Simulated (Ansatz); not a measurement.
**Nudged elastic band, with input and output: Mo8P9 (part 1 of 3)**

The run: nudged elastic band of Mo8P9 (defect cell, 17 atoms in the cell). Method and program: DFT PBE, scalar-relativistic, plane waves, PAW, no spin polarisation (Ansatz 0.2.0).

The structure derives from an entry of the Crystallography Open Database. It belongs to a series of runs on one base structure; here: climbing-image band for the jump of P by 3.24 A.

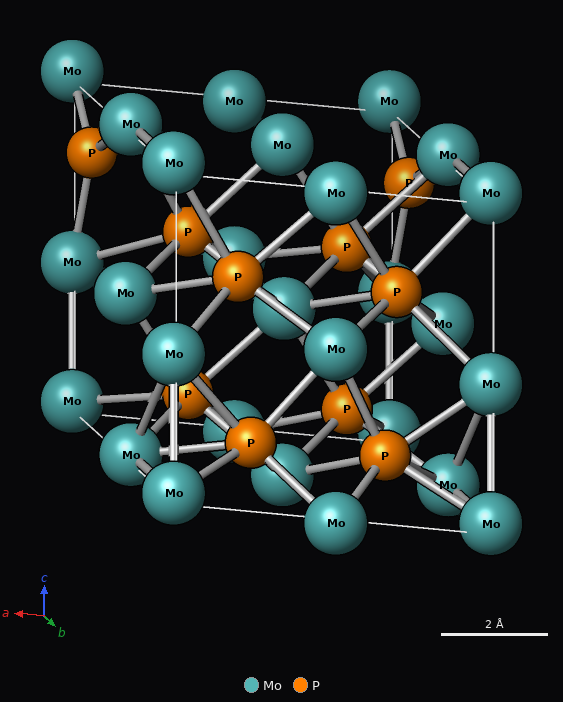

The structure as given in the input (ball-and-stick view of the cell of the calculation, seen at an oblique angle). An atom can appear more than once, as a periodic image.

Input:
```yaml
crystal:
  lattice:
    - [0.0, 0.0, -6.3904533199]
    - [6.482086214, 1.0e-10, 0.0]
    - [-3.241043107, -5.6136513309, 0.0]
  atoms:
    - { symbol: Mo, position: [0.499993262, 0.4822833344, -0.0088988034] }
    - { symbol: Mo, position: [7.531e-07, 0.5525318966, 0.0262325045] }
    - { symbol: Mo, position: [0.5000145731, 0.0088835343, -0.0088191844] }
    - { symbol: Mo, position: [-2.82276e-05, -0.0262429305, 0.0263067254] }
    - { symbol: Mo, position: [0.500017131, 0.4999810142, 0.5000110443] }
    - { symbol: Mo, position: [-7.531e-07, 0.4999882293, 0.5000022888] }
    - { symbol: Mo, position: [0.5000056505, 0.0088275581, 0.5177146839] }
    - { symbol: Mo, position: [-2.12046e-05, -0.0263249579, 0.4474538675] }
    - { symbol: P, position: [0.2883985186, 0.8333451041, 0.1666721217] }
    - { symbol: P, position: [0.7115718008, 0.8333117977, 0.1666643779] }
    - { symbol: P, position: [0.2499020062, 0.3360940981, 0.1722143435] }
    - { symbol: P, position: [0.7500942777, 0.3361335752, 0.1722241723] }
    - { symbol: P, position: [0.2499052979, 0.8277725269, 0.6639032217] }
    - { symbol: P, position: [0.7500900863, 0.8277473064, 0.6638755098] }
    - { symbol: P, position: [0.2498835786, 0.336074818, 0.6638797867] }
    - { symbol: P, position: [0.7501098192, 0.3360954579, 0.6639013436] }
    - { symbol: P, position: [0.9999586822, 0.1666502222, 0.8333309261] }
basis:
  ecutwfc: 420
  xc_grid: 2
kpoints:
  mp_grid: { grid: [4, 4, 4], shift: [0.0, 0.0, 0.0] }
hamiltonian:
  xc: pbe
scf:
  occupations: { method: gaussian, width: 0.1 }
output:
  forces: true
neb:
  images: 5
  f_tol: 0.05
  max_iterations: 70
  order_check: false
  final_atoms:
    - { symbol: Mo, position: [0.499982869, 0.4999889557, -3.00301e-05] }
    - { symbol: Mo, position: [7.531e-07, 0.4999977112, -1.40596e-05] }
    - { symbol: Mo, position: [0.4999854269, 0.0088191844, 0.0177027186] }
    - { symbol: Mo, position: [2.82276e-05, -0.0263067254, -0.0525496559] }
    - { symbol: Mo, position: [0.4999943495, 0.4822853161, 0.4911128742] }
    - { symbol: Mo, position: [2.12046e-05, 0.5525461325, 0.5262211746] }
    - { symbol: Mo, position: [0.500006738, 0.0088988034, 0.4911821378] }
    - { symbol: Mo, position: [-7.531e-07, -0.0262325045, 0.5262993921] }
    - { symbol: P, position: [0.2499057223, 0.8277758277, 0.1639094029] }
    - { symbol: P, position: [0.7500979938, 0.8277856565, 0.1638797547] }
    - { symbol: P, position: [0.2499099137, 0.3361244902, 0.1638717966] }
    - { symbol: P, position: [0.7500947021, 0.3360967783, 0.1638693052] }
    - { symbol: P, position: [0.2884281992, 0.8333356221, 0.6666474199] }
    - { symbol: P, position: [0.7116014814, 0.8333278783, 0.6666729824] }
    - { symbol: P, position: [0.2498901808, 0.3360986564, 0.6721941143] }
    - { symbol: P, position: [0.7501164214, 0.3361202133, 0.6721950313] }
    - { symbol: P, position: [1.0000413178, 0.1666690739, 1.3333192961] }
```

Machine: 4 threads of Oxide Virtual Turin-like (Zen 5), 32 GiB of memory available, shared host.

Command:
```bash
ansatz run input.yaml --threads 4 --pin off --max-ram 10240MiB --backend cpu --events-out ev --progress --plain --runs-dir out
```

What the program printed:
```
Warning: neb: disabling space-group detection — the band's intermediate images generally break the endpoint symmetry, so no spatial operation reduces the k-mesh or symmetrises the density, except that a semilocal band can use its path's symmetry ahead of convergence; time reversal is kept, so that k and −k are solved as one point where they differ and the mesh holds both, and exact exchange and, on two spinor components, a DFT+U term hold to it where the run has them: on two components no moment then forms, and a state that bears one, which a typed moment (crystal.atoms[].spin; refused beside efield: under a hybrid functional) reaches, can lie lower, under hf by electronvolts; crystal.symmetry.detect: false (a key that needs symmetry detection or time reversal refuses this as the deck is read) with time_reversal: false beside it drops time reversal too
Engine: ansatz 0.2.0, x86_64-unknown-linux-gnu
Pseudopotentials: kind: paw
Pseudopotential: Mo, paw, valence charge 14, recommended cutoff 420 eV (normal), Mo.paw.azcp
Pseudopotential: P, paw, valence charge 5, recommended cutoff 420 eV (normal), P.paw.azcp
Functional definition: PBE
  parameter kappa = 0.804
  parameter beta = 0.06672455060314922
  exchange = pbe_x(kappa = kappa, mu = beta*pi^2/3)
  correlation = pbe_c(beta = beta)
parallel-image band execution: 4 concurrent image workers
NEB image 0
Crystal: 17 atoms, lattice volume = 232.537 Å³
Basis set: ecut = 420 eV, 4545 PW (Γ), exchange–correlation on 90×90×90 points (8 copies of the dense FFT grid, shifted against one another)
Bands: 96, of which v1, the nominal top of the filled ones, is band 79 counted from 1 (78 counted from 0)
Symmetry: 1 space group operations
k-points: 36 of 64 (time reversal used)
Non-local potential: Mo, projectors of the file, l = 0: 3, l = 1: 2, l = 2: 2, l = 3: 1
Non-local potential: P, projectors of the file, l = 0: 2, l = 1: 2, l = 2: 2
PAW form: soft (Blöchl's): semilocal exchange-correlation on the pseudo side does not see the compensation charge
PAW one-centre angular grid: Mo, 590 points (default); XC on 64 Gauss nodes
PAW one-centre angular grid: P, 110 points (default); XC on 64 Gauss nodes
Initial density: superposition of atomic densities (neutral atoms: chi_scale 0, normalization atom), corrected by the library's trained network
Initial wavefunctions: pseudopotential atomic-orbital guess
Functional: x = pbe(κ = 0.804, μ = 0.2195149727645171), c = pbe(β = 0.06672455060314922)
SCF iter   1: F=—  HF=-46455.132782 eV  |F-HF|=—  |Δ(HF+E_count)|=         —  Δρ=1.41e-2  dr2=1.40e0  ethr=1.77e-3  ⟨swp⟩=5.9  Hψ=13514  notcnv=0
preconditioner: auto → Kerker (q_TF=auto, 2.555 Å⁻¹)  [metal: Δε(μ)=0.031 eV  Ē_g=7.127 eV  σ=0.100 eV  W_gap=0.17  n_scr=70 (ndim 8)  ℏωp=23.5 eV  f_vac=0.000  D(μ)=6.40/eV (n_scr^D=40)]
SCF iter   2: F=—  HF=-46455.041049 eV  |F-HF|=—  |Δ(HF+E_count)|=   9.17e-2  Δρ=7.30e-3  dr2=4.01e-1  ethr=8.95e-4  ⟨swp⟩=1.0  Hψ=3996  notcnv=0
SCF iter   3: F=—  HF=-46455.005467 eV  |F-HF|=—  |Δ(HF+E_count)|=   3.56e-2  Δρ=1.05e-3  dr2=8.15e-3  ethr=2.55e-4  ⟨swp⟩=2.0  Hψ=4029  notcnv=0
SCF iter   4: F=—  HF=-46455.004468 eV  |F-HF|=—  |Δ(HF+E_count)|=   9.99e-4  Δρ=2.42e-4  dr2=3.11e-4  ethr=5.19e-6  ⟨swp⟩=2.0  Hψ=4507  notcnv=0
SCF iter   5: F=—  HF=-46455.004423 eV  |F-HF|=—  |Δ(HF+E_count)|=   4.56e-5  Δρ=8.26e-5  dr2=3.78e-5  ethr=1.98e-7  ⟨swp⟩=2.3  Hψ=4920  notcnv=0
SCF iter   6: F=—  HF=-46455.004158 eV  |F-HF|=—  |Δ(HF+E_count)|=   2.65e-4  Δρ=1.88e-5  dr2=1.28e-6  ethr=2.41e-8  ⟨swp⟩=2.0  Hψ=4493  notcnv=0  defer=284
SCF iter   7: F=-46455.004158 eV  HF=-46455.004158 eV  |F-HF|=2.58e-8  |Δ(HF+E_count)|=   1.63e-7  Δρ=4.19e-6  dr2=5.89e-8  ethr=6.37e-11  ⟨swp⟩=4.9  Hψ=11391  notcnv=0
SCF 1 converged in 7 iterations: F = -46455.004158 eV  dr2 = 5.89e-8
  greatest PAW one-centre occupation: 0.998 electrons in one spin orbital (limit 2), on the Mo atom at site 7 (counted from 0), in its partial waves of l = 0
NSCF: frozen V_eff on 36 k-points
NEB image 6
SCF iter   1: F=—  HF=-46455.132769 eV  |F-HF|=—  |Δ(HF+E_count)|=         —  Δρ=1.41e-2  dr2=1.41e0  ethr=1.77e-3  ⟨swp⟩=5.9  Hψ=13504  notcnv=0
SCF iter   2: F=—  HF=-46455.041019 eV  |F-HF|=—  |Δ(HF+E_count)|=   9.17e-2  Δρ=7.30e-3  dr2=4.01e-1  ethr=8.95e-4  ⟨swp⟩=1.0  Hψ=3996  notcnv=0
SCF iter   3: F=—  HF=-46455.005462 eV  |F-HF|=—  |Δ(HF+E_count)|=   3.56e-2  Δρ=1.05e-3  dr2=8.19e-3  ethr=2.55e-4  ⟨swp⟩=2.0  Hψ=4029  notcnv=0
SCF iter   4: F=—  HF=-46455.004462 eV  |F-HF|=—  |Δ(HF+E_count)|=   1.00e-3  Δρ=2.41e-4  dr2=3.08e-4  ethr=5.22e-6  ⟨swp⟩=2.0  Hψ=4509  notcnv=0
SCF iter   5: F=—  HF=-46455.004416 eV  |F-HF|=—  |Δ(HF+E_count)|=   4.57e-5  Δρ=8.24e-5  dr2=3.78e-5  ethr=1.96e-7  ⟨swp⟩=2.3  Hψ=4916  notcnv=0
SCF iter   6: F=—  HF=-46455.004158 eV  |F-HF|=—  |Δ(HF+E_count)|=   2.58e-4  Δρ=1.87e-5  dr2=1.27e-6  ethr=2.41e-8  ⟨swp⟩=2.0  Hψ=4528  notcnv=0  defer=285
SCF iter   7: F=-46455.004158 eV  HF=-46455.004158 eV  |F-HF|=2.58e-8  |Δ(HF+E_count)|=   1.63e-7  Δρ=4.19e-6  dr2=5.89e-8  ethr=6.37e-11  ⟨swp⟩=4.9  Hψ=11409  notcnv=0
SCF 2 converged in 7 iterations: F = -46455.004158 eV  dr2 = 5.89e-8
[... from here on the iterations of each SCF are left out, up to the last one ...]
NSCF: frozen V_eff on 36 k-points
NEB end point (image 0): max|allowed force component| = 5.624e-3 eV/Å (the criterion of neb.relax_end_points is 1.000e-2)
NEB end point (image 6): max|allowed force component| = 6.063e-3 eV/Å (the criterion of neb.relax_end_points is 1.000e-2)
NEB image 1
preconditioner: auto → Kerker (q_TF=auto, 2.555 Å⁻¹)  [metal: Δε(μ)=0.012 eV  Ē_g=7.151 eV  σ=0.100 eV  W_gap=0.07  n_scr=70 (ndim 8)  ℏωp=23.5 eV  f_vac=0.000  D(μ)=7.56/eV (n_scr^D=58)]
SCF 3 converged in 7 iterations: F = -46448.098202 eV  dr2 = 7.42e-8
NEB image 2
preconditioner: auto → LDOS  [metal: Δε(μ)=0.016 eV  Ē_g=8.065 eV  σ=0.100 eV  W_gap=0.09  n_scr=70 (ndim 8)  ℏωp=23.5 eV  f_vac=0.021  D(μ)=8.09/eV (n_scr^D=70)  β→1.0]
preconditioner: auto → Kerker (q_TF=auto, 2.555 Å⁻¹)  [metal: Δε(μ)=0.020 eV  Ē_g=8.563 eV  σ=0.100 eV  W_gap=0.11  n_scr=70 (ndim 8)  ℏωp=23.5 eV  f_vac=0.002  D(μ)=8.06/eV (n_scr^D=70)  β→0.5]
SCF 4 converged in 11 iterations: F = -46414.645002 eV  dr2 = 7.60e-9
NEB image 3
preconditioner: auto → LDOS  [metal: Δε(μ)=0.032 eV  Ē_g=16.455 eV  σ=0.100 eV  W_gap=0.17  n_scr=70 (ndim 8)  ℏωp=23.7 eV  f_vac=0.095  D(μ)=9.46/eV (n_scr^D=70)  β→1.0]
SCF 5 converged in 15 iterations: F = -46374.996962 eV  dr2 = 1.05e-8
NEB image 4
preconditioner: auto → LDOS  [metal: Δε(μ)=0.016 eV  Ē_g=8.066 eV  σ=0.100 eV  W_gap=0.09  n_scr=70 (ndim 8)  ℏωp=23.5 eV  f_vac=0.021  D(μ)=8.05/eV (n_scr^D=70)  β→1.0]
preconditioner: auto → Kerker (q_TF=auto, 2.555 Å⁻¹)  [metal: Δε(μ)=0.029 eV  Ē_g=8.567 eV  σ=0.100 eV  W_gap=0.16  n_scr=70 (ndim 8)  ℏωp=23.5 eV  f_vac=0.002  D(μ)=8.05/eV (n_scr^D=70)  β→0.5]
SCF 6 converged in 11 iterations: F = -46414.645346 eV  dr2 = 7.22e-9
NEB image 5
preconditioner: auto → Kerker (q_TF=auto, 2.555 Å⁻¹)  [metal: Δε(μ)=0.012 eV  Ē_g=7.151 eV  σ=0.100 eV  W_gap=0.07  n_scr=70 (ndim 8)  ℏωp=23.5 eV  f_vac=0.000  D(μ)=7.55/eV (n_scr^D=58)]
SCF 7 converged in 7 iterations: F = -46448.098101 eV  dr2 = 7.56e-8
NEB iter   1: max|band force component| = 2.831e2 eV/Å  barrier→ = 80.0072 eV  barrier← = 80.0072 eV  Δτ_max = 0.2000 Å  (65 SCF iters)
NEB image 1
Initial density: handed on by an earlier stage of this run
Initial wavefunctions: those handed on with the density
preconditioner: auto → Kerker (q_TF=auto, 2.555 Å⁻¹)  [metal: Δε(μ)=0.032 eV  Ē_g=7.150 eV  σ=0.100 eV  W_gap=0.18  n_scr=70 (ndim 8)  ℏωp=23.5 eV  f_vac=0.000  D(μ)=7.58/eV (n_scr^D=58)]
SCF 8 converged in 8 iterations: F = -46453.052583 eV  dr2 = 8.16e-9
NEB image 2
preconditioner: auto → Kerker (q_TF=auto, 2.555 Å⁻¹)  [metal: Δε(μ)=0.005 eV  Ē_g=7.116 eV  σ=0.100 eV  W_gap=0.03  n_scr=70 (ndim 8)  ℏωp=23.5 eV  f_vac=0.000  D(μ)=9.80/eV (n_scr^D=82)]
SCF 9 converged in 8 iterations: F = -46436.325005 eV  dr2 = 1.99e-8
NEB image 3
preconditioner: auto → Kerker (q_TF=auto, 2.555 Å⁻¹)  [metal: Δε(μ)=0.018 eV  Ē_g=7.106 eV  σ=0.100 eV  W_gap=0.10  n_scr=70 (ndim 8)  ℏωp=23.5 eV  f_vac=0.000  D(μ)=7.35/eV (n_scr^D=58)]
SCF 10 converged in 8 iterations: F = -46434.541766 eV  dr2 = 4.59e-8
NEB image 4
preconditioner: auto → Kerker (q_TF=auto, 2.555 Å⁻¹)  [metal: Δε(μ)=0.019 eV  Ē_g=7.129 eV  σ=0.100 eV  W_gap=0.11  n_scr=70 (ndim 8)  ℏωp=23.5 eV  f_vac=0.000  D(μ)=9.09/eV (n_scr^D=70)]
SCF 11 converged in 8 iterations: F = -46436.495978 eV  dr2 = 1.89e-8
NEB image 5
preconditioner: auto → Kerker (q_TF=auto, 2.555 Å⁻¹)  [metal: Δε(μ)=0.033 eV  Ē_g=7.151 eV  σ=0.100 eV  W_gap=0.19  n_scr=70 (ndim 8)  ℏωp=23.5 eV  f_vac=0.000  D(μ)=7.49/eV (n_scr^D=58)]
SCF 12 converged in 8 iterations: F = -46452.859971 eV  dr2 = 9.49e-9
NEB iter   2: max|band force component| = 6.920e1 eV/Å  barrier→ = 20.4624 eV  barrier← = 20.4624 eV  Δτ_max = 0.1983 Å  (40 SCF iters)
[... from here on the SCF iterations and repeated set-up lines of each step are left out, up to the last step ...]
NEB image 1
SCF 13 converged in 7 iterations: F = -46453.175227 eV  dr2 = 1.35e-8
NEB image 2
SCF 14 converged in 8 iterations: F = -46445.024215 eV  dr2 = 6.31e-9
NEB image 3
SCF 15 converged in 7 iterations: F = -46442.560164 eV  dr2 = 4.84e-8
NEB image 4
SCF 16 converged in 8 iterations: F = -46445.016488 eV  dr2 = 7.37e-9
NEB image 5
SCF 17 converged in 7 iterations: F = -46453.133816 eV  dr2 = 1.61e-8
NEB iter   3: max|band force component| = 4.387e1 eV/Å  barrier→ = 12.4440 eV  barrier← = 12.4440 eV  Δτ_max = 0.2000 Å  (37 SCF iters)
NEB image 1
SCF 18 converged in 7 iterations: F = -46453.255376 eV  dr2 = 2.00e-8
NEB image 2
SCF 19 converged in 7 iterations: F = -46449.905227 eV  dr2 = 4.19e-8
NEB image 3
SCF 20 converged in 8 iterations: F = -46449.304398 eV  dr2 = 8.28e-9
NEB image 4
SCF 21 converged in 7 iterations: F = -46449.682149 eV  dr2 = 6.61e-8
NEB image 5
SCF 22 converged in 7 iterations: F = -46453.189882 eV  dr2 = 2.92e-8
NEB iter   4: max|band force component| = 1.819e1 eV/Å  barrier→ = 5.6998 eV  barrier← = 5.6998 eV  Δτ_max = 0.1990 Å  (36 SCF iters)
NEB image 1
SCF 23 converged in 7 iterations: F = -46453.148070 eV  dr2 = 4.98e-9
NEB image 2
SCF 24 converged in 7 iterations: F = -46451.509994 eV  dr2 = 3.66e-8
NEB image 3
SCF 25 converged in 7 iterations: F = -46451.115539 eV  dr2 = 2.96e-8
NEB image 4
SCF 26 converged in 7 iterations: F = -46451.117134 eV  dr2 = 2.84e-8
NEB image 5
SCF 27 converged in 7 iterations: F = -46453.101916 eV  dr2 = 9.66e-9
NEB iter   5: max|band force component| = 7.739e0 eV/Å  barrier→ = 3.8886 eV  barrier← = 3.8886 eV  Δτ_max = 0.2000 Å  (35 SCF iters)
NEB image 1
SCF 28 converged in 7 iterations: F = -46453.244529 eV  dr2 = 6.14e-9
NEB image 2
SCF 29 converged in 7 iterations: F = -46451.628727 eV  dr2 = 4.14e-8
NEB image 3
SCF 30 converged in 7 iterations: F = -46451.941087 eV  dr2 = 3.18e-8
NEB image 4
SCF 31 converged in 7 iterations: F = -46451.543944 eV  dr2 = 4.47e-8
NEB image 5
SCF 32 converged in 7 iterations: F = -46453.197472 eV  dr2 = 3.60e-9
NEB iter   6: max|band force component| = 3.147e0 eV/Å  barrier→ = 3.4602 eV  barrier← = 3.4602 eV  Δτ_max = 0.1927 Å  (35 SCF iters)
NEB image 1
SCF 33 converged in 7 iterations: F = -46453.232266 eV  dr2 = 7.02e-9
NEB image 2
SCF 34 converged in 7 iterations: F = -46452.110154 eV  dr2 = 1.79e-8
NEB image 3
SCF 35 converged in 6 iterations: F = -46452.123840 eV  dr2 = 4.68e-8
NEB image 4
SCF 36 converged in 7 iterations: F = -46451.911158 eV  dr2 = 1.37e-8
NEB image 5
SCF 37 converged in 7 iterations: F = -46453.214033 eV  dr2 = 7.45e-9
NEB iter   7: max|band force component| = 2.470e0 eV/Å  barrier→ = 3.0930 eV  barrier← = 3.0930 eV  Δτ_max = 0.1973 Å  (34 SCF iters)
NEB image 1
SCF 38 converged in 7 iterations: F = -46453.324700 eV  dr2 = 3.06e-9
NEB image 2
SCF 39 converged in 7 iterations: F = -46452.104925 eV  dr2 = 4.02e-8
NEB image 3
SCF 40 converged in 7 iterations: F = -46452.321994 eV  dr2 = 1.12e-8
NEB image 4
SCF 41 converged in 7 iterations: F = -46451.522122 eV  dr2 = 5.50e-8
NEB image 5
SCF 42 converged in 7 iterations: F = -46453.212411 eV  dr2 = 7.48e-9
NEB iter   8: max|band force component| = 2.459e0 eV/Å  barrier→ = 3.4820 eV  barrier← = 3.4820 eV  Δτ_max = 0.0996 Å  (35 SCF iters)
NEB image 1
SCF 43 converged in 6 iterations: F = -46453.427153 eV  dr2 = 1.67e-8
NEB image 2
SCF 44 converged in 7 iterations: F = -46452.384258 eV  dr2 = 3.67e-9
NEB image 3
SCF 45 converged in 7 iterations: F = -46452.495851 eV  dr2 = 3.48e-9
NEB image 4
SCF 46 converged in 7 iterations: F = -46452.275878 eV  dr2 = 1.86e-8
NEB image 5
SCF 47 converged in 6 iterations: F = -46453.216557 eV  dr2 = 4.46e-8
NEB iter   9: max|band force component| = 1.250e0 eV/Å  barrier→ = 2.7283 eV  barrier← = 2.7283 eV  Δτ_max = 0.1524 Å  (33 SCF iters)
NEB image 1
SCF 48 converged in 7 iterations: F = -46453.269820 eV  dr2 = 6.56e-9
NEB image 2
SCF 49 converged in 7 iterations: F = -46452.366221 eV  dr2 = 1.15e-8
NEB image 3
SCF 50 converged in 7 iterations: F = -46452.516509 eV  dr2 = 1.23e-8
NEB image 4
SCF 51 converged in 7 iterations: F = -46452.359211 eV  dr2 = 6.65e-9
NEB image 5
SCF 52 converged in 6 iterations: F = -46453.326185 eV  dr2 = 9.02e-8
NEB iter  10: max|band force component| = 6.525e-1 eV/Å  barrier→ = 2.6449 eV  barrier← = 2.6449 eV  Δτ_max = 0.0554 Å  (34 SCF iters)
NEB image 1
SCF 53 converged in 6 iterations: F = -46453.318103 eV  dr2 = 1.68e-8
NEB image 2
SCF 54 converged in 6 iterations: F = -46452.408652 eV  dr2 = 3.99e-8
NEB image 3
SCF 55 converged in 6 iterations: F = -46452.569860 eV  dr2 = 4.58e-8
NEB image 4
SCF 56 converged in 6 iterations: F = -46452.416307 eV  dr2 = 7.91e-8
NEB image 5
SCF 57 converged in 6 iterations: F = -46453.338990 eV  dr2 = 1.26e-8
NEB iter  11: max|band force component| = 2.505e-1 eV/Å  barrier→ = 2.5955 eV  barrier← = 2.5955 eV  CI = image 2  Δτ_max = 0.0665 Å  (30 SCF iters)
NEB image 1
SCF 58 converged in 6 iterations: F = -46453.167564 eV  dr2 = 1.27e-8
NEB image 2
SCF 59 converged in 6 iterations: F = -46452.417904 eV  dr2 = 1.62e-8
NEB image 3
SCF 60 converged in 6 iterations: F = -46452.572058 eV  dr2 = 1.15e-8
NEB image 4
SCF 61 converged in 6 iterations: F = -46452.441330 eV  dr2 = 2.93e-8
NEB image 5
SCF 62 converged in 6 iterations: F = -46453.361520 eV  dr2 = 3.07e-9
NEB iter  12: max|band force component| = 1.698e-1 eV/Å  barrier→ = 2.5863 eV  barrier← = 2.5863 eV  CI = image 2  Δτ_max = 0.0299 Å  (30 SCF iters)
NEB image 1
SCF 63 converged in 6 iterations: F = -46453.186120 eV  dr2 = 7.44e-9
NEB image 2
SCF 64 converged in 6 iterations: F = -46452.422435 eV  dr2 = 1.38e-8
NEB image 3
SCF 65 converged in 6 iterations: F = -46452.574476 eV  dr2 = 5.95e-9
NEB image 4
SCF 66 converged in 6 iterations: F = -46452.431138 eV  dr2 = 7.55e-9
NEB image 5
SCF 67 converged in 6 iterations: F = -46453.340189 eV  dr2 = 2.20e-9
NEB iter  13: max|band force component| = 9.551e-2 eV/Å  barrier→ = 2.5817 eV  barrier← = 2.5817 eV  CI = image 2  Δτ_max = 0.0116 Å  (30 SCF iters)
NEB image 1
SCF 68 converged in 6 iterations: F = -46453.177331 eV  dr2 = 1.56e-9
NEB image 2
SCF 69 converged in 6 iterations: F = -46452.423590 eV  dr2 = 1.34e-9
NEB image 3
SCF 70 converged in 6 iterations: F = -46452.575033 eV  dr2 = 9.38e-10
NEB image 4
SCF 71 converged in 6 iterations: F = -46452.432338 eV  dr2 = 8.93e-10
NEB image 5
SCF 72 converged in 6 iterations: F = -46453.331804 eV  dr2 = 2.06e-10
NEB iter  14: max|band force component| = 1.167e-1 eV/Å  barrier→ = 2.5806 eV  barrier← = 2.5806 eV  CI = image 2  Δτ_max = 0.0058 Å  (30 SCF iters)
```
